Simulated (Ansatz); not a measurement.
## TiAl: one change and its effect

System: TiAl (P-6m2, 2 atoms in the cell).
Method of run 1: DFT r2SCAN, scalar-relativistic, plane waves, PAW, no spin polarisation (Ansatz 0.2.0).

The structure derives from a Materials Project entry. Text and figures count atoms from 1; the logs count them from 0 in places.

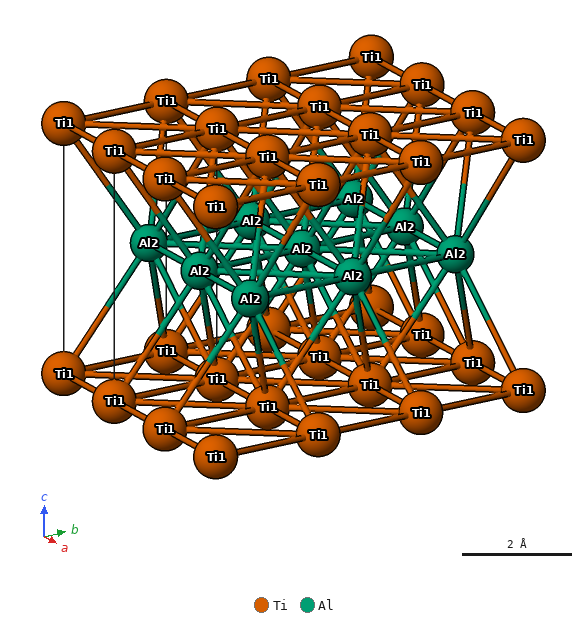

The structure as given in the input (ball-and-stick view of the cell of the calculation, repeated 3 × 3 × 1, seen slightly off an axis; atoms are numbered from 1 in the order of the input). An atom can appear more than once, as a periodic image. Near neighbours in the periodic cell (some may lie outside the picture): Ti has 6 Al at 2.87 Å and 6 Ti at 2.87 Å; Al has 6 Al at 2.87 Å and 6 Ti at 2.87 Å.

**The input, run 1**
```yaml
crystal:
  lattice:
    - [2.8672622327, 0.0, 0.0]
    - [-1.4336311163, 2.4831219328, 0.0]
    - [0.0, 0.0, 4.678083]
  atoms:
    - { symbol: Ti, position: [0.0, 0.0, 0.0] }
    - { symbol: Al, position: [0.3333333333, 0.6666666667, 0.5] }
basis:
  ecutwfc: 500
kpoints:
  mp_grid: { grid: [24, 24, 12] }
hamiltonian:
  xc: r2scan
scf:
  occupations: { method: gaussian, width: 0.15 }
output:
  forces: true
  stress: true
  eigenvalues: true
  write_density: true
  write_potential: true
  elf: true
  volumetric_format: npy
```

Command:
```bash
ansatz run input.yaml --threads 1 --pin off --max-ram 2560MiB --backend cpu --events-out ev --progress --plain --runs-dir out
```

Hardware: 1 thread of Intel Xeon (Granite Rapids), 192 GiB of memory available, shared host.

**Output, shortened to warnings, some set-up lines, iterations and results (run 1)**
```
Basis set: ecut = 500 eV, 833 PW (Γ), exchange–correlation on 96×96×144 points (64 copies of the dense FFT grid, shifted against one another)
Symmetry: 12 space group operations
k-points: 427 of 6912 (time reversal used)
Initial density: superposition of atomic densities (neutral atoms: chi_scale 0, normalization atom), corrected by the library's trained network
[...]
SCF iter   1: F=—  HF=-3045.329576 eV  |F-HF|=—  |Δ(HF+E_count)|=         —  Δρ=1.76e-2  dr2=1.49e-1  dr2_τ=1.40e-2  ethr=1.77e-3  ⟨swp⟩=5.0  Hψ=25888  notcnv=0
SCF iter   2: F=—  HF=-3045.337532 eV  |F-HF|=—  |Δ(HF+E_count)|=   7.96e-3  Δρ=3.75e-3  dr2=3.14e-3  dr2_τ=1.80e-3  ethr=9.90e-4  ⟨swp⟩=3.0  Hψ=12733  notcnv=0  defer=81
SCF iter   3: F=—  HF=-3045.338280 eV  |F-HF|=—  |Δ(HF+E_count)|=   7.49e-4  Δρ=1.90e-3  dr2=6.50e-4  dr2_τ=1.01e-4  ethr=2.09e-5  ⟨swp⟩=2.0  Hψ=7311  notcnv=0  defer=81
SCF iter   4: F=—  HF=-3045.338807 eV  |F-HF|=—  |Δ(HF+E_count)|=   5.27e-4  Δρ=2.31e-4  dr2=7.11e-6  dr2_τ=1.68e-6  ethr=4.33e-6  ⟨swp⟩=2.9  Hψ=8341  notcnv=0  defer=81
SCF iter   5: F=—  HF=-3045.338819 eV  |F-HF|=—  |Δ(HF+E_count)|=   1.19e-5  Δρ=4.62e-5  dr2=2.32e-6  dr2_τ=3.12e-8  ethr=4.74e-8  ⟨swp⟩=2.0  Hψ=7696  notcnv=0  defer=81
SCF iter   6: F=—  HF=-3045.338818 eV  |F-HF|=—  |Δ(HF+E_count)|=   3.63e-7  Δρ=1.99e-5  dr2=3.06e-7  dr2_τ=1.10e-8  ethr=1.54e-8  ⟨swp⟩=2.0  Hψ=6267  notcnv=0  defer=81
SCF iter   7: F=-3045.338818 eV  HF=-3045.338818 eV  |F-HF|=5.17e-9  |Δ(HF+E_count)|=   4.19e-8  Δρ=4.31e-6  dr2=9.11e-9  dr2_τ=3.09e-10  ethr=6.67e-10  ⟨swp⟩=7.4  Hψ=23258  …
SCF 1 converged in 7 iterations: F = -3045.338818 eV  dr2 = 9.11e-9
SCF converged after 7 iterations
Free energy (F): -3045.338818 eV
Harris-Foulkes:  -3045.338818 eV  (|F-HF|=5.17e-9)
Internal energy: -3045.312292 eV  (E = F + TS)
E sigma→0 (E₀):  -3045.325555 eV
Entropy (-TS):   -0.026526 eV (-13.263 meV/atom)
Fermi energy:    10.423504 eV
--- Per-component energies (eV) ---
  E_band       = -183.996847
  E_kinetic    = 295.608100
  E_local      = -1152.659726  (includes V_loc(G=0)·N_el)
  E_nonlocal   = 17.112242
  E_hartree    = 496.632764
  E_xc         = -129.765213
  E_vxc        = -164.079259  (∫ρ·V_xc dr)
  E_paw        = -1529.943494  (= ΣΔE_a)
  E_vpaw       = -183.563848  (= ΣTr[D̂ρ^β])
  E_aug_tail   = 0.000093  (compensation charges beyond the density's cutoff)
  E_vtau       = 10.323051  (kinetic-family band-sum trace: ∫τ·v_τ [+ j·A + Jᵃ·Aᵃ] dr)
  E_ewald      = -1041.983494
  E_core_change = -0.313565  (= ΣΔE_core)
  E_smearing   = -0.026526  (= −TS)
  E_closure    = -0.000000  (closes the sum)
  Σ components = -3045.338818   (vs F -3045.338818, Δ=0.00e0)
--- Forces (eV/Å), atoms counted from 1 ---
  atom   1  Ti    -0.00000000     0.00000000     0.00000000
  atom   2  Al     0.00000000     0.00000000    -0.00000000
  max |Σ_I F_I| component: 4.39e-17 eV/Å
--- Stress (GPa, compression-positive) ---
       -0.445477      -0.000000       0.000000
       -0.000000      -0.445477       0.000000
        0.000000       0.000000      -2.315488
  P = ⅓ Tr σ = -1.0688 GPa (-10.688 kbar)
```

For run 2 the input was changed thus:
```diff
-  mp_grid: { grid: [24, 24, 12] }
+  mp_grid: { grid: [18, 18, 10] }
```

What does this change do to the results?

The free energy of run 2 is 0.6 meV per atom lower, which measures how much it depends on this numerical setting. The SCF takes 6 iterations against 7. The irreducible k-points go from 427 to 222. On the same kind of shared host run 2 took about 0.53 times as long.

**Output, shortened to warnings, some set-up lines, iterations and results (run 2)**
```
Basis set: ecut = 500 eV, 833 PW (Γ), exchange–correlation on 96×96×144 points (64 copies of the dense FFT grid, shifted against one another)
Symmetry: 12 space group operations
k-points: 222 of 3240 (time reversal used)
Initial density: superposition of atomic densities (neutral atoms: chi_scale 0, normalization atom), corrected by the library's trained network
[...]
SCF iter   1: F=—  HF=-3045.330559 eV  |F-HF|=—  |Δ(HF+E_count)|=         —  Δρ=1.75e-2  dr2=1.46e-1  dr2_τ=1.40e-2  ethr=1.77e-3  ⟨swp⟩=5.0  Hψ=13448  notcnv=0
SCF iter   2: F=—  HF=-3045.338788 eV  |F-HF|=—  |Δ(HF+E_count)|=   8.23e-3  Δρ=3.72e-3  dr2=3.17e-3  dr2_τ=1.74e-3  ethr=9.70e-4  ⟨swp⟩=3.0  Hψ=6635  notcnv=0  defer=43
SCF iter   3: F=—  HF=-3045.339519 eV  |F-HF|=—  |Δ(HF+E_count)|=   7.31e-4  Δρ=1.88e-3  dr2=6.47e-4  dr2_τ=1.01e-4  ethr=2.11e-5  ⟨swp⟩=2.0  Hψ=3743  notcnv=0  defer=43
SCF iter   4: F=—  HF=-3045.340036 eV  |F-HF|=—  |Δ(HF+E_count)|=   5.17e-4  Δρ=2.41e-4  dr2=1.54e-5  dr2_τ=1.38e-6  ethr=4.31e-6  ⟨swp⟩=2.9  Hψ=4331  notcnv=0  defer=43
SCF iter   5: F=—  HF=-3045.340047 eV  |F-HF|=—  |Δ(HF+E_count)|=   1.07e-5  Δρ=7.96e-5  dr2=7.00e-6  dr2_τ=1.24e-7  ethr=1.03e-7  ⟨swp⟩=2.4  Hψ=3759  notcnv=0  defer=43
SCF iter   6: F=-3045.340046 eV  HF=-3045.340046 eV  |F-HF|=4.33e-9  |Δ(HF+E_count)|=   1.26e-6  Δρ=1.28e-5  dr2=3.20e-8  dr2_τ=5.07e-9  ethr=6.67e-10  ⟨swp⟩=6.8  Hψ=14000  …
SCF 1 converged in 6 iterations: F = -3045.340046 eV  dr2 = 3.20e-8
SCF converged after 6 iterations
Free energy (F): -3045.340046 eV
Harris-Foulkes:  -3045.340046 eV  (|F-HF|=4.33e-9)
Internal energy: -3045.314596 eV  (E = F + TS)
E sigma→0 (E₀):  -3045.327321 eV
Entropy (-TS):   -0.025449 eV (-12.725 meV/atom)
Fermi energy:    10.422842 eV
--- Per-component energies (eV) ---
  E_band       = -183.996365
  E_kinetic    = 295.609027
  E_local      = -1152.669535  (includes V_loc(G=0)·N_el)
  E_nonlocal   = 17.115189
  E_hartree    = 496.638163
  E_xc         = -129.765111
  E_vxc        = -164.079612  (∫ρ·V_xc dr)
  E_paw        = -1529.945362  (= ΣΔE_a)
  E_vpaw       = -183.566795  (= ΣTr[D̂ρ^β])
  E_aug_tail   = 0.000093  (compensation charges beyond the density's cutoff)
  E_vtau       = 10.323390  (kinetic-family band-sum trace: ∫τ·v_τ [+ j·A + Jᵃ·Aᵃ] dr)
  E_ewald      = -1041.983494
  E_core_change = -0.313565  (= ΣΔE_core)
  E_smearing   = -0.025449  (= −TS)
  E_closure    = -0.000000  (closes the sum)
  Σ components = -3045.340046   (vs F -3045.340046, Δ=0.00e0)
--- Forces (eV/Å), atoms counted from 1 ---
  atom   1  Ti    -0.00000000     0.00000000     0.00000000
  atom   2  Al     0.00000000     0.00000000    -0.00000000
  max |Σ_I F_I| component: 4.34e-17 eV/Å
--- Stress (GPa, compression-positive) ---
       -0.490576      -0.000000       0.000000
       -0.000000      -0.490576       0.000000
        0.000000       0.000000      -2.294035
  P = ⅓ Tr σ = -1.0917 GPa (-10.917 kbar)
```

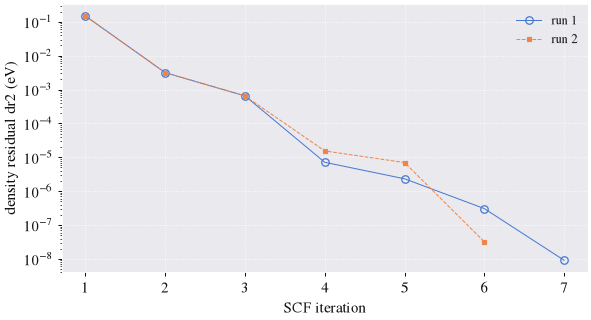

Convergence of the two runs: density residual dr2 against the SCF iteration. Run 1 takes 7 iterations in all, and run 2 takes 6.

**The two runs side by side**

| quantity | run 1 | run 2 |
| --- | --- | --- |
| outcome | converged | converged |
| free energy per atom (eV) | −1522.6694 | −1522.6700 |
| energy per atom, smearing taken to zero (eV) | −1522.6628 | −1522.6637 |
| gap on the mesh (eV) | 0.00 | 0.00 |
| pressure (GPa) | −1.07 | −1.09 |
| largest force (eV/Å) | 0.000 | 0.000 |
| SCF iterations | 7 | 6 |
| irreducible k-points | 427 | 222 |
| plane waves at Γ | 833 | 833 |
| wall time (shared host) | 19 s | 10 s |
